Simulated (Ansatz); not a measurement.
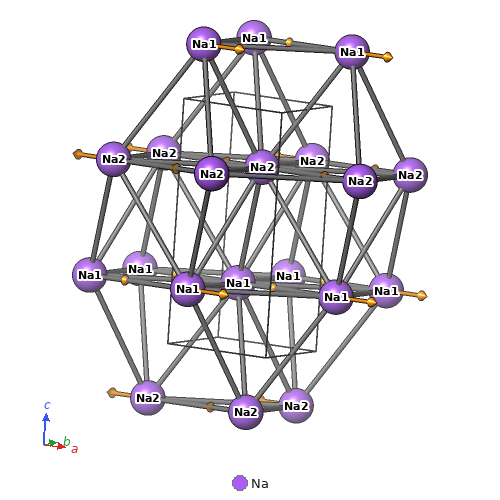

The system is Na (P6_3/mmc, No. 194; 2 atoms in the cell); the picture shows the reference structure; orange arrows give the pattern of the mode. The energy is mapped over a normal mode and a strain (zone-centre modes of the 2-atom cell of this scan) (x along [1 0 0], y along [1 2 0], z along [0 0 1] of the conventional cell). The first coordinate is: amplitude of mode 4 (58 cm⁻¹), largest displacement in the unstrained cell; the second: equal normal strain along x and y. Nothing is relaxed (the pattern is fixed in fractional coordinates). The grid has 7 × 7 points; 28 points were computed and 21 follow by symmetry. Points are written as (first, second). Energies: meV per cell, counted from the lowest grid point. All numbers below come from DFT LDA, scalar-relativistic, plane waves, PAW in Ansatz 0.2.0. Settings: cutoff 520 eV, k-mesh 15×15×8 in the order of the run's cell vectors, gaussian smearing 0.15 eV, no spin polarisation.

Its coordinates:

```yaml
crystal:
  lattice:
    - [3.62098, 0.00000, 0.00000]
    - [-1.81049, 3.13586, 0.00000]
    - [0.00000, 0.00000, 5.89817]
  atoms:
    - { symbol: Na, position: [0.33333, 0.66667, 0.25000] }
    - { symbol: Na, position: [0.66667, 0.33333, 0.75000] }
```

Range: amplitude of mode 4 (58 cm⁻¹), largest displacement in the unstrained cell from −0.700 to 0.700 Å; equal normal strain along x and y from −4.00 to 4.00 %.

Question: Predict the map.

Answer: The lowest grid point is at (0.000 Å, 0.00 %). No other kind of well shows on this grid. The highest grid point, (−0.700 Å, 4.00 %), lies 111 meV above the lowest.

```
second ↓, first →  −0.700  −0.467  −0.233  0.000  0.233  0.467  0.700
             4.00     111      71      30     13     30     71    111
             2.67     100      61      22      6     22     61    100
             1.33      91      54      17      2     17     54     91
             0.00      85      50      15      0     15     50     85
            −1.33      82      49      15      1     15     49     82
            −2.67      83      52      20      6     20     52     83
            −4.00      88      58      28     15     28     58     88
```

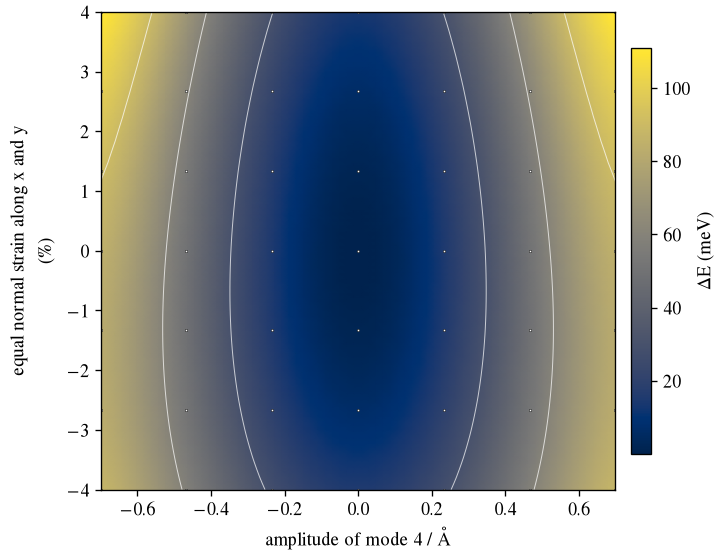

In the figure: a smooth colour map with a few white contour lines, dots at the grid points. Between grid points the surface is interpolated.

Time for the 28 points that were run: 18 min on 1 thread of Arm Neoverse N1, with other jobs on the host.
